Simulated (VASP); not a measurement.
Workfunction calculation of Ge (part 2 of 2)

Ge (slab, 8 atoms in the cell); Kohn-Sham DFT of a periodic cell, PBEsol, VASP PAW PBE potentials, recommended, no spin polarisation (VASP 6.6.1); cutoff 520 eV, 8×4×1 k-mesh, methfessel-paxton of 0.1 eV. The structure derives from an entry of the Crystallography Open Database.

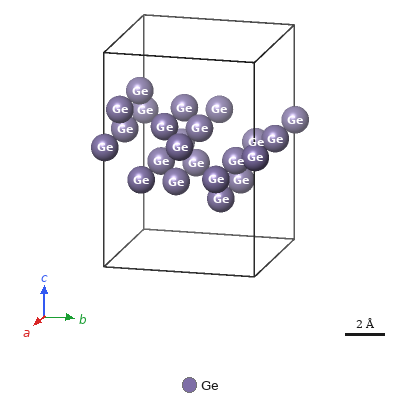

Figure 1. The structure (spheres-only view of the 2 × 1 repeat of the cell, with the vacuum cut short, seen slightly off an axis). An atom can appear more than once, as a periodic image.

### Parts of OUTCAR, continued
```
     46      -8.1308      2.00000
     47      -6.7115      2.00000
     48      -6.5181      2.00000
     49      -5.2276      2.00000
     50      -4.9560      2.00000
     51      -4.1519      2.00000
     52      -3.5905      2.00000
     53      -3.2641      2.00000
     54      -3.1833      2.00000
     55      -2.6211      2.00000
     56      -2.0291     -0.01433
     57      -1.2410     -0.00000
     58      -1.2070     -0.00000
     59      -0.5563     -0.00000
     60      -0.1358     -0.00000
     61       0.4211      0.00000
     62       1.0080      0.00000
     63       1.2477      0.00000
     64       1.5235      0.00000
     65       1.6076      0.00000
     66       2.0362      0.00000
     67       2.5080      0.00000

 k-point     3 :       0.2500    0.0000    0.0000
  band No.  band energies     occupation
      1     -26.7575      2.00000
      2     -26.7442      2.00000
      3     -26.7250      2.00000
      4     -26.6998      2.00000
      5     -26.6975      2.00000
      6     -26.6846      2.00000
      7     -26.6708      2.00000
      8     -26.6445      2.00000
      9     -26.6245      2.00000
     10     -26.6164      2.00000
     11     -26.5593      2.00000
     12     -26.5189      2.00000
     13     -26.5034      2.00000
     14     -26.4985      2.00000
     15     -26.4973      2.00000
     16     -26.4829      2.00000
     17     -26.4781      2.00000
     18     -26.4662      2.00000
     19     -26.3890      2.00000
     20     -26.3880      2.00000
     21     -26.3528      2.00000
     22     -26.2931      2.00000
     23     -26.2863      2.00000
     24     -26.2702      2.00000
     25     -26.2474      2.00000
     26     -26.2360      2.00000
     27     -26.2294      2.00000
     28     -26.2136      2.00000
     29     -26.1916      2.00000
     30     -26.1426      2.00000
     31     -25.9488      2.00000
     32     -25.9469      2.00000
     33     -25.9447      2.00000
     34     -25.9433      2.00000
     35     -25.9277      2.00000
     36     -25.9265      2.00000
     37     -25.9029      2.00000
     38     -25.9027      2.00000
     39     -25.8837      2.00000
     40     -25.8788      2.00000
     41     -13.8779      2.00000
     42     -11.8583      2.00000
     43     -11.6017      2.00000
     44     -11.0072      2.00000
     45     -10.1284      2.00000
     46      -8.0592      2.00000
     47      -7.8622      2.00000
     48      -7.3578      2.00000
     49      -5.3529      2.00000
     50      -4.8782      2.00000
     51      -4.8614      2.00000
     52      -4.0442      2.00000
     53      -3.5505      2.00000
     54      -3.4626      2.00000
     55      -3.2034      2.00000
     56      -2.5217      2.00000
     57      -1.0202     -0.00000
     58      -0.6468     -0.00000
     59      -0.1610     -0.00000
     60       0.2870      0.00000
     61       0.5789      0.00000
     62       0.7432      0.00000
     63       0.9012      0.00000
     64       1.6311      0.00000
     65       1.7301      0.00000
     66       2.6071      0.00000
     67       2.8987      0.00000

 k-point     4 :       0.3750    0.0000    0.0000
  band No.  band energies     occupation
      1     -26.7602      2.00000
      2     -26.7459      2.00000
      3     -26.7153      2.00000
      4     -26.7013      2.00000
      5     -26.6954      2.00000
      6     -26.6838      2.00000
      7     -26.6777      2.00000
      8     -26.6496      2.00000
      9     -26.6223      2.00000
     10     -26.6177      2.00000
     11     -26.5511      2.00000
     12     -26.5207      2.00000
     13     -26.5116      2.00000
     14     -26.4986      2.00000
     15     -26.4952      2.00000
     16     -26.4870      2.00000
     17     -26.4608      2.00000
     18     -26.4441      2.00000
     19     -26.4043      2.00000
     20     -26.3988      2.00000
     21     -26.3538      2.00000
     22     -26.2912      2.00000
     23     -26.2817      2.00000
     24     -26.2653      2.00000
     25     -26.2470      2.00000
     26     -26.2381      2.00000
     27     -26.2299      2.00000
     28     -26.2096      2.00000
     29     -26.1909      2.00000
     30     -26.1452      2.00000
     31     -25.9478      2.00000
     32     -25.9432      2.00000
     33     -25.9425      2.00000
     34     -25.9405      2.00000
     35     -25.9271      2.00000
     36     -25.9267      2.00000
     37     -25.9048      2.00000
     38     -25.9039      2.00000
     39     -25.8907      2.00000
     40     -25.8873      2.00000
     41     -13.2081      2.00000
     42     -11.3132      2.00000
     43     -11.2986      2.00000
     44     -10.8241      2.00000
     45     -10.5400      2.00000
     46      -8.8455      2.00000
     47      -8.4298      2.00000
     48      -8.1813      2.00000
     49      -5.4854      2.00000
     50      -5.4304      2.00000
     51      -4.6147      2.00000
     52      -4.1534      2.00000
     53      -3.9030      2.00000
     54      -3.3678      2.00000
     55      -3.1366      2.00000
     56      -2.8771      2.00000
     57      -1.7363     -0.00000
     58      -1.1547     -0.00000
     59       0.2291      0.00000
     60       0.3516      0.00000
     61       0.4057      0.00000
     62       0.7351      0.00000
     63       1.0647      0.00000
     64       1.5519      0.00000
     65       1.6874      0.00000
     66       2.7436      0.00000
     67       3.1133      0.00000

 k-point     5 :       0.5000    0.0000    0.0000
  band No.  band energies     occupation
      1     -26.7611      2.00000
      2     -26.7466      2.00000
      3     -26.7094      2.00000
      4     -26.7003      2.00000
      5     -26.6950      2.00000
      6     -26.6833      2.00000
      7     -26.6808      2.00000
      8     -26.6524      2.00000
      9     -26.6235      2.00000
     10     -26.6198      2.00000
     11     -26.5494      2.00000
     12     -26.5220      2.00000
     13     -26.5169      2.00000
     14     -26.4965      2.00000
     15     -26.4948      2.00000
     16     -26.4877      2.00000
     17     -26.4414      2.00000
     18     -26.4206      2.00000
     19     -26.4195      2.00000
     20     -26.4180      2.00000
     21     -26.3544      2.00000
     22     -26.2905      2.00000
     23     -26.2793      2.00000
     24     -26.2630      2.00000
     25     -26.2465      2.00000
     26     -26.2398      2.00000
     27     -26.2303      2.00000
     28     -26.2081      2.00000
     29     -26.1907      2.00000
     30     -26.1466      2.00000
     31     -25.9482      2.00000
     32     -25.9432      2.00000
     33     -25.9405      2.00000
     34     -25.9378      2.00000
     35     -25.9269      2.00000
     36     -25.9267      2.00000
     37     -25.9030      2.00000
     38     -25.8992      2.00000
     39     -25.8964      2.00000
     40     -25.8962      2.00000
     41     -12.4869      2.00000
     42     -12.0649      2.00000
     43     -10.9322      2.00000
     44     -10.4430      2.00000
     45     -10.3080      2.00000
     46      -9.4688      2.00000
     47      -8.8167      2.00000
     48      -8.5623      2.00000
     49      -5.2155      2.00000
     50      -5.1285      2.00000
     51      -5.0655      2.00000
     52      -4.8283      2.00000
     53      -3.4682      2.00000
     54      -3.1445      2.00000
     55      -2.9851      2.00000
     56      -2.8440      2.00000
     57      -2.4664      2.00001
     58      -1.5001     -0.00000
     59       0.0261      0.00000
     60       0.3914      0.00000
     61       0.5892      0.00000
     62       0.9326      0.00000
     63       1.0478      0.00000
     64       1.6934      0.00000
     65       2.2460      0.00000
     66       2.3520      0.00000
     67       2.5444      0.00000

 [... the levels of 9 k-points are left out ...]

 k-point    15 :       0.5000    0.5000    0.0000
  band No.  band energies     occupation
      1     -26.7611      2.00000
      2     -26.7466      2.00000
      3     -26.7094      2.00000
      4     -26.7001      2.00000
      5     -26.6949      2.00000
      6     -26.6833      2.00000
      7     -26.6808      2.00000
      8     -26.6524      2.00000
      9     -26.6235      2.00000
     10     -26.6198      2.00000
     11     -26.5500      2.00000
     12     -26.5231      2.00000
     13     -26.5219      2.00000
     14     -26.4965      2.00000
     15     -26.4903      2.00000
     16     -26.4839      2.00000
     17     -26.4414      2.00000
     18     -26.4208      2.00000
     19     -26.4190      2.00000
     20     -26.4182      2.00000
     21     -26.3555      2.00000
     22     -26.2920      2.00000
     23     -26.2792      2.00000
     24     -26.2648      2.00000
     25     -26.2453      2.00000
     26     -26.2398      2.00000
     27     -26.2297      2.00000
     28     -26.2075      2.00000
     29     -26.1905      2.00000
     30     -26.1467      2.00000
     31     -25.9481      2.00000
     32     -25.9433      2.00000
     33     -25.9409      2.00000
     34     -25.9374      2.00000
     35     -25.9269      2.00000
     36     -25.9267      2.00000
     37     -25.9027      2.00000
     38     -25.8993      2.00000
     39     -25.8964      2.00000
     40     -25.8962      2.00000
     41     -12.1644      2.00000
     42     -12.0367      2.00000
     43     -11.6475      2.00000
     44     -10.9874      2.00000
     45      -9.3680      2.00000
     46      -9.1067      2.00000
     47      -8.7367      2.00000
     48      -8.7144      2.00000
     49      -5.6220      2.00000
     50      -5.2130      2.00000
     51      -4.6388      2.00000
     52      -4.4791      2.00000
     53      -4.2176      2.00000
     54      -3.8965      2.00000
     55      -3.0029      2.00000
     56      -2.9861      2.00000
     57      -1.8209     -0.00023
     58      -0.5478     -0.00000
     59      -0.1609     -0.00000
     60       0.0181      0.00000
     61       0.0808      0.00000
     62       0.2227      0.00000
     63       0.6753      0.00000
     64       1.9687      0.00000
     65       2.8154      0.00000
     66       3.2019      0.00000
     67       3.6188      0.00000

------------------------ aborting loop because EDIFF is reached ----------------------------------------

  FORCE on cell =-STRESS in cart. coord.  units (eV):
  Direction    XX          YY          ZZ          XY          YZ          ZX
  --------------------------------------------------------------------------------------
  -------------------------------------------------------------------------------------
  Total        0.6876281     -1.8276807     -0.0654808      0.0000000     -0.0325495      0.0000000
  in kB        1.6835016     -4.4746624     -0.1603150      0.0000000     -0.0796900      0.0000000
  external PRESSURE =      -0.9838253 kB  Pullay stress =       0.0000000 kB

 VOLUME and BASIS-vectors are now :
 -----------------------------------------------------------------------------
  energy-cutoff  :      520.00
  volume of cell :      654.41
      direct lattice vectors                 reciprocal lattice vectors
     4.000682889  0.000000000  0.000000000     0.249957327  0.000000000  0.000000000
     0.000000000  8.001365777  0.000000000     0.000000000  0.124978663  0.000000000
     0.000000000  0.000000000 20.443365000     0.000000000  0.000000000  0.048915626

 POSITION                                       TOTAL-FORCE (eV/Angst)
 -----------------------------------------------------------------------------------
      2.00034      3.31141      8.78405         0.000000      0.005457     -0.001816
      0.00000      1.98126      9.28388         0.000000     -0.001374      0.006795
      0.00000      0.04641     10.87528         0.000000      0.003589      0.005041
      2.00034      0.31585     12.40768         0.000000     -0.005545      0.000230
      2.00034      5.68518      8.03568         0.000000      0.005545     -0.000230
      0.00000      5.95461      9.56808         0.000000     -0.003589     -0.005041
      0.00000      4.01977     11.15949         0.000000      0.001374     -0.006795
      2.00034      2.68962     11.65931         0.000000     -0.005457      0.001816
 -----------------------------------------------------------------------------------
    total drift:                                0.000000      0.000000     -0.000000

  FREE ENERGIE OF THE ION-ELECTRON SYSTEM (eV)
  ---------------------------------------------------
  free  energy   TOTEN  =       -35.7880591893 eV

  energy  without entropy=      -35.7885597688  energy(sigma->0) =      -35.78822605

 vacuum level on the upper side and lower side of the slab         2.557         2.557
```

### CONTCAR
```
Ge
   1.00000000000000
     4.0006828890000001    0.0000000000000000    0.0000000000000000
     0.0000000000000000    8.0013657770000002    0.0000000000000000
     0.0000000000000000    0.0000000000000000   20.4433650000000000
  Ge
     8
Direct
     0.5000000000000000    0.4138552348449167    0.4296773394943472
     0.0000000000000000    0.2476146655331206    0.4541266170534470
     0.0000000000000000    0.0058007480176343    0.5319711544659782
     0.5000000000000000    0.0394744212241349    0.6069295720102588
     0.5000000000000000    0.7105255787758651    0.3930704279897412
     0.0000000000000000    0.7441992519823657    0.4680288455340218
     0.0000000000000000    0.5023853344668794    0.5458733829465530
     0.5000000000000000    0.3361447651550833    0.5703226605056528

  0.00000000E+00  0.00000000E+00  0.00000000E+00
  0.00000000E+00  0.00000000E+00  0.00000000E+00
  0.00000000E+00  0.00000000E+00  0.00000000E+00
  0.00000000E+00  0.00000000E+00  0.00000000E+00
  0.00000000E+00  0.00000000E+00  0.00000000E+00
  0.00000000E+00  0.00000000E+00  0.00000000E+00
  0.00000000E+00  0.00000000E+00  0.00000000E+00
  0.00000000E+00  0.00000000E+00  0.00000000E+00
```

This output came from the following input.

### INCAR
```
PREC = Accurate ; ENCUT = 520
EDIFF = 1E-6 ; ISMEAR = 1
SIGMA = 0.1 ; LREAL = False
LASPH = True ; NELM = 60
ALGO = Normal ; ISIF = 2
LWAVE = False ; LCHARG = True
LDIPOL = True ; IDIPOL = 3
DIPOL = 0.5 0.5 0.500 ; GGA = PS
LVHAR = True ; LVACPOTAV = True
KPAR = 8
```

### KPOINTS
```
Automatic mesh
0
Gamma
  8 4 1
```

### POSCAR
```
Ge                                      
1.0
    4.0006828890      0.0000000000      0.0000000000
    0.0000000000      8.0013657770      0.0000000000
    0.0000000000      0.0000000000     20.4433650000
  Ge            
     8
Direct
     0.5000000000000000    0.4138552348449140    0.4296773394943449
     0.0000000000000000    0.2476146655331223    0.4541266170534491
     0.0000000000000000    0.0058007480176312    0.5319711544659773
     0.5000000000000000    0.0394744212241380    0.6069295720102608
     0.5000000000000000    0.7105255787758618    0.3930704279897391
     0.0000000000000000    0.7441992519823688    0.4680288455340226
     0.0000000000000000    0.5023853344668776    0.5458733829465505
     0.5000000000000000    0.3361447651550860    0.5703226605056549
```

Run as:
```bash
cat potpaw_PBE.64/Ge_d/POTCAR > POTCAR
mpirun -np 8 vasp_std > vasp.out
```

### Key numbers

| quantity | value |
| --- | --- |
| outcome | converged |
| electrons treated | 112 |
| free energy | −35.7881 eV |
| gap on the k-point mesh | none (metallic) |
| largest force (length of the vector) | 0.007 eV/Å |
| hardware | 8 threads of Intel Xeon (Sapphire Rapids), 176 GiB of memory available, shared host |
| wall time | 4.5 min (CPU time 35 min) |
| peak memory | 0.86 GiB |
